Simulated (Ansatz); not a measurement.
MgSi

```
CELL_PARAMETERS angstrom
2.90839 0.00000 0.00000
0.00000 2.90839 0.00000
0.00000 0.00000 4.10343
ATOMIC_POSITIONS crystal
Si 0.50000 0.50000 0.50000
Mg 0.00000 0.00000 0.00000
```

Space group P4/mmm; a structure from a database of computed crystals, not necessarily the ambient phase.

All numbers below come from Kohn-Sham DFT of a periodic cell, PBEsol, all-electron PAW datasets made for the crystal in Ansatz.

### Predict the electron localisation function between the atoms.

Mg–Si (2.90 Å): the ELF peaks at about 0.75 in the valence shell of Si, 0.8 Å from its nucleus, and is about 0.60 at the midpoint.

### Does the calculation make it a metal, or give it a gap?

It is gapless in this calculation (a metal or semimetal).

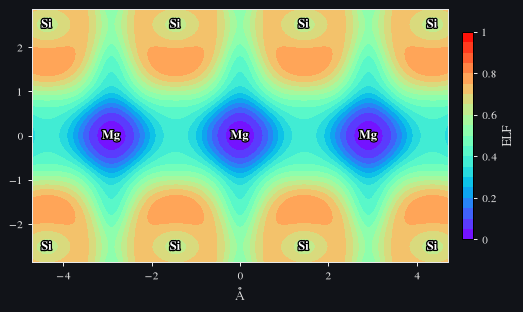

Computed electron localisation function on the (011) plane of the conventional cell. 
